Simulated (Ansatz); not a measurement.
Run report: Ti, geometry relaxation (part 1 of 3)

The run: geometry relaxation of Ti (slab, 15 atoms in the cell). Method and program: DFT r2SCAN, scalar-relativistic, plane waves, PAW, no spin polarisation (Ansatz 0.2.0).

The structure derives from an entry of the Crystallography Open Database. It belongs to a series of runs on one base structure; here: (2 1 0) slab, atoms relaxed.

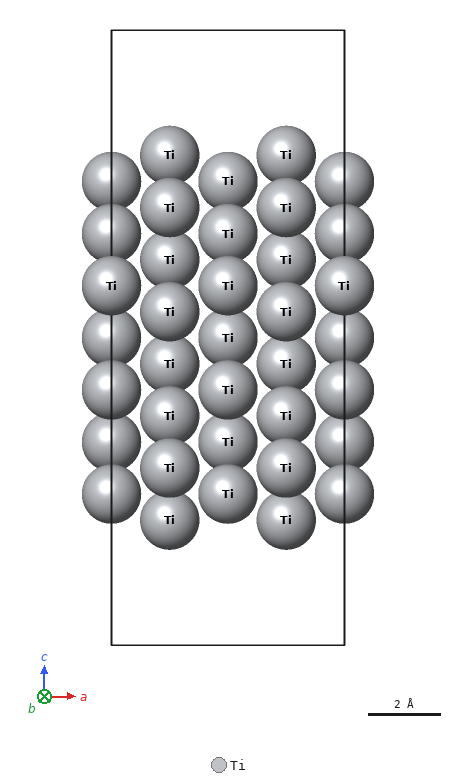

*The input geometry (spheres-only view of the 2 × 1 repeat of the cell, with the vacuum cut short, along the b axis). An atom can appear more than once, as a periodic image.*

**Input file**
```yaml
crystal:
  lattice:
    - [3.2517897396, 0.0, 0.0]
    - [0.0, 7.2712229062, 0.0]
    - [0.0, 0.0, 25.1797120687]
  atoms:
    - { symbol: Ti, position: [0.5, 0.7, 0.2978588468] }
    - { symbol: Ti, position: [0.0, 0.4, 0.3267361544] }
    - { symbol: Ti, position: [0.5, 0.1, 0.355613462] }
    - { symbol: Ti, position: [0.0, 0.8, 0.3844907696] }
    - { symbol: Ti, position: [0.5, 0.5, 0.4133680772] }
    - { symbol: Ti, position: [0.0, 0.2, 0.4422453848] }
    - { symbol: Ti, position: [0.5, 0.9, 0.4711226924] }
    - { symbol: Ti, position: [0.0, 0.6, 0.5] }
    - { symbol: Ti, position: [0.5, 0.3, 0.5288773076] }
    - { symbol: Ti, position: [0.0, 0.0, 0.5577546152] }
    - { symbol: Ti, position: [0.5, 0.7, 0.5866319228] }
    - { symbol: Ti, position: [0.0, 0.4, 0.6155092304] }
    - { symbol: Ti, position: [0.5, 0.1, 0.644386538] }
    - { symbol: Ti, position: [0.0, 0.8, 0.6732638456] }
    - { symbol: Ti, position: [0.5, 0.5, 0.7021411532] }
basis:
  ecutwfc: 500
kpoints:
  mp_grid: { grid: [11, 5, 1] }
hamiltonian:
  xc: r2scan
scf:
  occupations: { method: gaussian, width: 0.1 }
output:
  forces: true
  eigenvalues: true
  write_density: true
  write_potential: true
  elf: true
  volumetric_format: npy
relax:
  adjacent_minimum: "off"
  f_tol: 0.02
  max_steps: 60
efield:
  axis: 3
  dipole_correction: true
  ramp_width: 0.04
```

Run on 4 threads of AMD EPYC (Zen 5), 32 GiB of memory available, shared host.

Launched with:
```bash
ansatz run input.yaml --threads 4 --pin off --max-ram 10240MiB --backend cpu --events-out ev --progress --plain --runs-dir out
```

**The program's output**
```
Engine: ansatz 0.2.0, x86_64-unknown-linux-gnu
Pseudopotentials: kind: paw
Pseudopotential: Ti, paw, valence charge 12, recommended cutoff 500 eV (meta_gga), Ti.paw.azcp
Functional definition: r2SCAN
  parameter k0 = 0.174
  parameter k1 = 0.065
  parameter a1 = 4.9479
  exchange = r2scan_x(k0 = k0, k1 = k1, a1 = a1)
  correlation = r2scan_c
Crystal: 15 atoms, lattice volume = 595.361 Å³
Basis set: ecut = 500 eV, 15055 PW (Γ), exchange–correlation on 96×216×768 points (64 copies of the dense FFT grid, shifted against one another)
Bands: 108, of which v1, the nominal top of the filled ones, is band 90 counted from 1 (89 counted from 0)
Symmetry: 2 space group operations
k-points: 18 of 55 (time reversal used)
Non-local potential: Ti, projectors of the file, l = 0: 3, l = 1: 2, l = 2: 3, l = 3: 1
PAW form: soft (Blöchl's): semilocal exchange-correlation on the pseudo side does not see the compensation charge
PAW frozen core: Ti, regenerated for the run's functional (the file was generated under x = pbe(κ = 0.804, μ = 0.2195149727645171), c = pbe(β = 0.06672455060314922))
PAW one-centre angular grid: Ti, 590 points (default); XC on 160 Gauss nodes
Initial density: superposition of atomic densities (neutral atoms: chi_scale 0, normalization atom), corrected by the library's trained network
Initial wavefunctions: pseudopotential atomic-orbital guess
Functional: x = r2scan, c = r2scan; τ floored in thin density (d = 2e-4 eV/Å³)
SCF iter   1: F=—  HF=-37557.381424 eV  |F-HF|=—  |Δ(HF+E_count)|=         —  Δρ=1.45e-2  dr2=7.32e0  dr2_τ=1.46e-1  ethr=1.77e-3  p=0.000 e·Å  D=1.82e-13 V/Å  ΔV_dip=-0.00 eV  dr2_dipole=7.64e-11  V_vac-E_F(+/−)=3.57/3.57 eV  ⟨swp⟩=9.8  Hψ=9556  notcnv=0
efield: sawtooth ramp at fractional position 0.9800 (placed from the atoms, in the widest stretch of the axis that holds none; the zero of the levels goes with the place), width 0.0400; the density the first Hamiltonian is built on has a dipole p = 0.000 e·Å; the dipole correction subtracts the counter field D = 1.82e-13 V/Å, which shifts the + side's vacuum level by -0.00 eV against the − side's; the planar-averaged density in the ramp window peaks in size at 6.3e-5 e/Å³
preconditioner: auto → LDOS  [metal: Δε(μ)=0.009 eV  Ē_g=2.199 eV  σ=0.100 eV  W_gap=0.05  n_scr=110 (ndim 8)  ℏωp=11.8 eV  f_vac=0.486  D(μ)=33.90/eV (n_scr^D=324)  β→1.0]
SCF iter   2: F=—  HF=-37557.587790 eV  |F-HF|=—  |Δ(HF+E_count)|=   2.06e-1  Δρ=8.36e-3  dr2=3.82e-1  dr2_τ=5.08e-2  ethr=1.77e-3  p=0.000 e·Å  D=1.17e-5 V/Å  ΔV_dip=-0.00 eV  dr2_dipole=5.21e-7  V_vac-E_F(+/−)=3.69/3.69 eV  ⟨swp⟩=3.5  Hψ=4081  notcnv=0  defer=83
SCF iter   3: F=—  HF=-37557.560426 eV  |F-HF|=—  |Δ(HF+E_count)|=   2.74e-2  Δρ=2.93e-3  dr2=8.62e-2  dr2_τ=3.14e-3  ethr=2.12e-4  p=-0.000 e·Å  D=-1.69e-6 V/Å  ΔV_dip=0.00 eV  dr2_dipole=8.45e-6  V_vac-E_F(+/−)=3.67/3.67 eV  ⟨swp⟩=2.7  Hψ=3544  notcnv=0  defer=83
SCF iter   4: F=—  HF=-37557.550285 eV  |F-HF|=—  |Δ(HF+E_count)|=   1.01e-2  Δρ=8.34e-4  dr2=1.17e-2  dr2_τ=1.07e-4  ethr=4.79e-5  p=0.000 e·Å  D=1.49e-5 V/Å  ΔV_dip=-0.00 eV  dr2_dipole=3.27e-7  V_vac-E_F(+/−)=3.71/3.71 eV  ⟨swp⟩=2.6  Hψ=2870  notcnv=0  defer=83
SCF iter   5: F=—  HF=-37557.551280 eV  |F-HF|=—  |Δ(HF+E_count)|=   9.95e-4  Δρ=2.95e-4  dr2=8.54e-4  dr2_τ=4.75e-5  ethr=6.50e-6  p=-0.000 e·Å  D=-9.47e-6 V/Å  ΔV_dip=0.00 eV  dr2_dipole=5.16e-7  V_vac-E_F(+/−)=3.73/3.73 eV  ⟨swp⟩=2.1  Hψ=2390  notcnv=0  defer=83
SCF iter   6: F=—  HF=-37557.551654 eV  |F-HF|=—  |Δ(HF+E_count)|=   3.73e-4  Δρ=1.03e-4  dr2=8.48e-5  dr2_τ=2.99e-6  ethr=4.75e-7  p=0.000 e·Å  D=1.24e-6 V/Å  ΔV_dip=-0.00 eV  dr2_dipole=1.88e-9  V_vac-E_F(+/−)=3.74/3.74 eV  ⟨swp⟩=2.5  Hψ=3374  notcnv=0  defer=83
SCF iter   7: F=—  HF=-37557.551701 eV  |F-HF|=—  |Δ(HF+E_count)|=   4.73e-5  Δρ=4.02e-5  dr2=1.93e-5  dr2_τ=4.48e-7  ethr=5.56e-9  p=-0.000 e·Å  D=-1.25e-6 V/Å  ΔV_dip=0.00 eV  dr2_dipole=2.97e-9  V_vac-E_F(+/−)=3.74/3.74 eV  ⟨swp⟩=26.1  Hψ=20635  notcnv=0
SCF iter   8: F=-37557.551702 eV  HF=-37557.551704 eV  |F-HF|=1.43e-6  |Δ(HF+E_count)|=   2.61e-6  Δρ=1.66e-5  dr2=3.06e-6  dr2_τ=5.76e-8  ethr=5.56e-9  p=-0.000 e·Å  D=-3.24e-7 V/Å  ΔV_dip=0.00 eV  dr2_dipole=7.07e-12  V_vac-E_F(+/−)=3.75/3.75 eV  ⟨swp⟩=14.4  Hψ=17937  notcnv=0
SCF 1 converged in 8 iterations: F = -37557.551702 eV  dr2 = 3.06e-6
  greatest PAW one-centre occupation: 1.000 electrons in one spin orbital (limit 2), on the Ti atom at site 1 (counted from 0), in its partial waves of l = 1
relax step   1: F+E_penalty+E_count = -37557.55170212 eV  Δ(F+E_penalty+E_count) = +0.000e0 eV  max|allowed force component| = 9.074e-1 eV/Å  Δτ_max = 0.0000 Å  (8 SCF iters, dr2 threshold 1.00e-5 eV, accepted)
Initial density: handed on by an earlier stage of this run
Initial wavefunctions: those handed on with the density
SCF iter   1: F=—  HF=-37556.624765 eV  |F-HF|=—  |Δ(HF+E_count)|=         —  Δρ=2.43e-2  dr2=1.46e1  dr2_τ=7.82e0  ethr=3.10e-3  p=-0.000 e·Å  D=-3.24e-7 V/Å  ΔV_dip=0.00 eV  dr2_dipole=1.35e-8  V_vac-E_F(+/−)=3.79/3.79 eV  ⟨swp⟩=5.0  Hψ=4569  notcnv=0  defer=8
efield: sawtooth ramp at fractional position 0.9800 (handed on by an earlier solve), width 0.0400; the density the first Hamiltonian is built on has a dipole p = -0.000 e·Å; the dipole correction subtracts the counter field D = -3.24e-7 V/Å, which shifts the + side's vacuum level by +0.00 eV against the − side's; the planar-averaged density in the ramp window peaks in size at 6.8e-7 e/Å³
preconditioner: auto → LDOS  [metal: Δε(μ)=0.003 eV  Ē_g=2.249 eV  σ=0.100 eV  W_gap=0.02  n_scr=110 (ndim 8)  ℏωp=11.8 eV  f_vac=0.498  D(μ)=30.69/eV (n_scr^D=296)  β→1.0]
SCF iter   2: F=—  HF=-37558.090184 eV  |F-HF|=—  |Δ(HF+E_count)|=    1.47e0  Δρ=1.25e-2  dr2=3.06e0  dr2_τ=1.88e-1  ethr=3.10e-3  p=-0.000 e·Å  D=-8.65e-6 V/Å  ΔV_dip=0.00 eV  dr2_dipole=2.83e-4  V_vac-E_F(+/−)=3.47/3.47 eV  ⟨swp⟩=2.9  Hψ=3054  notcnv=0  defer=109
SCF iter   3: F=—  HF=-37558.005832 eV  |F-HF|=—  |Δ(HF+E_count)|=   8.44e-2  Δρ=3.30e-3  dr2=2.72e-1  dr2_τ=2.63e-3  ethr=1.70e-3  p=0.000 e·Å  D=3.55e-5 V/Å  ΔV_dip=-0.00 eV  dr2_dipole=6.35e-6  V_vac-E_F(+/−)=3.71/3.71 eV  ⟨swp⟩=2.2  Hψ=2571  notcnv=0  defer=109
SCF iter   4: F=—  HF=-37558.002086 eV  |F-HF|=—  |Δ(HF+E_count)|=   3.75e-3  Δρ=1.37e-3  dr2=2.13e-2  dr2_τ=5.98e-4  ethr=1.51e-4  p=-0.000 e·Å  D=-1.03e-5 V/Å  ΔV_dip=0.00 eV  dr2_dipole=5.80e-6  V_vac-E_F(+/−)=3.73/3.73 eV  ⟨swp⟩=2.1  Hψ=2565  notcnv=0  defer=104
SCF iter   5: F=—  HF=-37558.000871 eV  |F-HF|=—  |Δ(HF+E_count)|=   1.21e-3  Δρ=4.19e-4  dr2=3.31e-3  dr2_τ=5.24e-5  ethr=1.19e-5  p=0.000 e·Å  D=1.76e-6 V/Å  ΔV_dip=-0.00 eV  dr2_dipole=5.75e-7  V_vac-E_F(+/−)=3.76/3.76 eV  ⟨swp⟩=2.7  Hψ=3623  notcnv=0  defer=100
SCF iter   6: F=—  HF=-37558.001217 eV  |F-HF|=—  |Δ(HF+E_count)|=   3.46e-4  Δρ=1.79e-4  dr2=4.28e-4  dr2_τ=8.27e-6  ethr=1.84e-6  p=-0.000 e·Å  D=-3.84e-6 V/Å  ΔV_dip=0.00 eV  dr2_dipole=7.37e-7  V_vac-E_F(+/−)=3.76/3.76 eV  ⟨swp⟩=1.6  Hψ=2049  notcnv=0  defer=100
SCF iter   7: F=—  HF=-37558.001336 eV  |F-HF|=—  |Δ(HF+E_count)|=   1.19e-4  Δρ=6.99e-5  dr2=7.89e-5  dr2_τ=1.84e-6  ethr=2.38e-7  p=0.000 e·Å  D=3.22e-6 V/Å  ΔV_dip=-0.00 eV  dr2_dipole=1.83e-7  V_vac-E_F(+/−)=3.77/3.77 eV  ⟨swp⟩=2.1  Hψ=2413  notcnv=0  defer=100
SCF iter   8: F=-37558.001341 eV  HF=-37558.001342 eV  |F-HF|=1.22e-6  |Δ(HF+E_count)|=   5.68e-6  Δρ=2.31e-5  dr2=4.81e-6  dr2_τ=2.22e-7  ethr=2.86e-8  p=-0.000 e·Å  D=-6.14e-7 V/Å  ΔV_dip=0.00 eV  dr2_dipole=2.45e-8  V_vac-E_F(+/−)=3.78/3.78 eV  ⟨swp⟩=25.8  Hψ=20186  notcnv=0
SCF 2 converged in 8 iterations: F = -37558.001341 eV  dr2 = 4.81e-6
[... from here on the iterations of each SCF are left out, up to the last one ...]
relax step   2: F+E_penalty+E_count = -37558.00134067 eV  Δ(F+E_penalty+E_count) = -4.496e-1 eV  max|allowed force component| = 3.349e-1 eV/Å  Δτ_max = 0.1946 Å  (8 SCF iters, dr2 threshold 5.15e-5 eV, accepted)
efield: sawtooth ramp at fractional position 0.9800 (handed on by an earlier solve), width 0.0400; the density the first Hamiltonian is built on has a dipole p = -0.000 e·Å; the dipole correction subtracts the counter field D = -6.14e-7 V/Å, which shifts the + side's vacuum level by +0.00 eV against the − side's; the planar-averaged density in the ramp window peaks in size at 1.5e-6 e/Å³
preconditioner: auto → LDOS  [metal: Δε(μ)=0.007 eV  Ē_g=2.345 eV  σ=0.100 eV  W_gap=0.04  n_scr=110 (ndim 8)  ℏωp=11.8 eV  f_vac=0.508  D(μ)=22.38/eV (n_scr^D=188)  β→1.0]
SCF 3 converged in 9 iterations: F = -37558.391931 eV  dr2 = 1.29e-6
relax step   3: F+E_penalty+E_count = -37558.39193093 eV  Δ(F+E_penalty+E_count) = -3.906e-1 eV  max|allowed force component| = 4.419e-1 eV/Å  Δτ_max = 0.1936 Å  (9 SCF iters, dr2 threshold 7.01e-6 eV, accepted)
efield: sawtooth ramp at fractional position 0.9800 (handed on by an earlier solve), width 0.0400; the density the first Hamiltonian is built on has a dipole p = 0.000 e·Å; the dipole correction subtracts the counter field D = 6.66e-7 V/Å, which shifts the + side's vacuum level by -0.00 eV against the − side's; the planar-averaged density in the ramp window peaks in size at 4.1e-7 e/Å³
preconditioner: auto → LDOS  [metal: Δε(μ)=0.009 eV  Ē_g=2.386 eV  σ=0.100 eV  W_gap=0.05  n_scr=110 (ndim 8)  ℏωp=11.8 eV  f_vac=0.514  D(μ)=21.90/eV (n_scr^D=158)  β→1.0]
SCF 4 converged in 8 iterations: F = -37558.430093 eV  dr2 = 5.34e-6
relax step   4: F+E_penalty+E_count = -37558.43009324 eV  Δ(F+E_penalty+E_count) = -3.816e-2 eV  max|allowed force component| = 4.806e-1 eV/Å  Δτ_max = 0.1944 Å  (8 SCF iters, dr2 threshold 2.66e-5 eV, accepted)
efield: sawtooth ramp at fractional position 0.9800 (handed on by an earlier solve), width 0.0400; the density the first Hamiltonian is built on has a dipole p = -0.000 e·Å; the dipole correction subtracts the counter field D = -4.44e-6 V/Å, which shifts the + side's vacuum level by +0.00 eV against the − side's; the planar-averaged density in the ramp window peaks in size at 9.7e-7 e/Å³
preconditioner: auto → LDOS  [metal: Δε(μ)=0.002 eV  Ē_g=2.273 eV  σ=0.100 eV  W_gap=0.01  n_scr=110 (ndim 8)  ℏωp=11.8 eV  f_vac=0.501  D(μ)=27.54/eV (n_scr^D=266)  β→1.0]
SCF 5 converged in 7 iterations: F = -37558.541162 eV  dr2 = 3.28e-5
  Residual-converged pass: ⟨swp⟩=1.0  Hψ=2016  notcnv=0  max |occ|·‖R‖ = 7.0e-9 eV (tolerance 1.0e-8 eV)  dr2=3.28e-5  dr2_τ=7.70e-7  dr2_onsite=7.72e-7  max |Δocc| = 4.2e-11
relax step   5: F+E_penalty+E_count = -37558.54116159 eV  Δ(F+E_penalty+E_count) = -1.111e-1 eV  max|allowed force component| = 2.052e-1 eV/Å  Δτ_max = 0.1562 Å  (7 SCF iters, dr2 threshold 1.00e-4 eV, accepted)
efield: sawtooth ramp at fractional position 0.9800 (handed on by an earlier solve), width 0.0400; the density the first Hamiltonian is built on has a dipole p = -0.000 e·Å; the dipole correction subtracts the counter field D = -4.16e-6 V/Å, which shifts the + side's vacuum level by +0.00 eV against the − side's; the planar-averaged density in the ramp window peaks in size at 1.4e-6 e/Å³
preconditioner: auto → LDOS  [metal: Δε(μ)=0.003 eV  Ē_g=2.350 eV  σ=0.100 eV  W_gap=0.02  n_scr=110 (ndim 8)  ℏωp=11.8 eV  f_vac=0.507  D(μ)=22.47/eV (n_scr^D=188)  β→1.0]
SCF 6 converged in 8 iterations: F = -37558.495036 eV  dr2 = 5.41e-6
relax step   6: F+E_penalty+E_count = -37558.49503551 eV  Δ(F+E_penalty+E_count) = +4.613e-2 eV  max|allowed force component| = 3.443e-1 eV/Å  Δτ_max = 0.2000 Å  (8 SCF iters, dr2 threshold 7.68e-6 eV, rejected (line search))
efield: sawtooth ramp at fractional position 0.9800 (handed on by an earlier solve), width 0.0400; the density the first Hamiltonian is built on has a dipole p = 0.000 e·Å; the dipole correction subtracts the counter field D = 1.45e-4 V/Å, which shifts the + side's vacuum level by -0.00 eV against the − side's; the planar-averaged density in the ramp window peaks in size at 9.7e-7 e/Å³
preconditioner: auto → LDOS  [metal: Δε(μ)=0.002 eV  Ē_g=2.300 eV  σ=0.100 eV  W_gap=0.01  n_scr=110 (ndim 8)  ℏωp=11.8 eV  f_vac=0.503  D(μ)=26.43/eV (n_scr^D=250)  β→1.0]
SCF 7 converged in 10 iterations: F = -37558.589086 eV  dr2 = 5.10e-8
relax step   7: F+E_penalty+E_count = -37558.58908644 eV  Δ(F+E_penalty+E_count) = -4.792e-2 eV  max|allowed force component| = 4.082e-2 eV/Å  Δτ_max = 0.0955 Å  (10 SCF iters, accepted)
efield: sawtooth ramp at fractional position 0.9800 (handed on by an earlier solve), width 0.0400; the density the first Hamiltonian is built on has a dipole p = 0.000 e·Å; the dipole correction subtracts the counter field D = 5.62e-6 V/Å, which shifts the + side's vacuum level by -0.00 eV against the − side's; the planar-averaged density in the ramp window peaks in size at 8.1e-7 e/Å³
preconditioner: auto → LDOS  [metal: Δε(μ)=0.005 eV  Ē_g=2.315 eV  σ=0.100 eV  W_gap=0.03  n_scr=110 (ndim 8)  ℏωp=11.8 eV  f_vac=0.502  D(μ)=24.98/eV (n_scr^D=230)  β→1.0]
SCF 8 converged in 9 iterations: F = -37558.591657 eV  dr2 = 4.30e-8
```
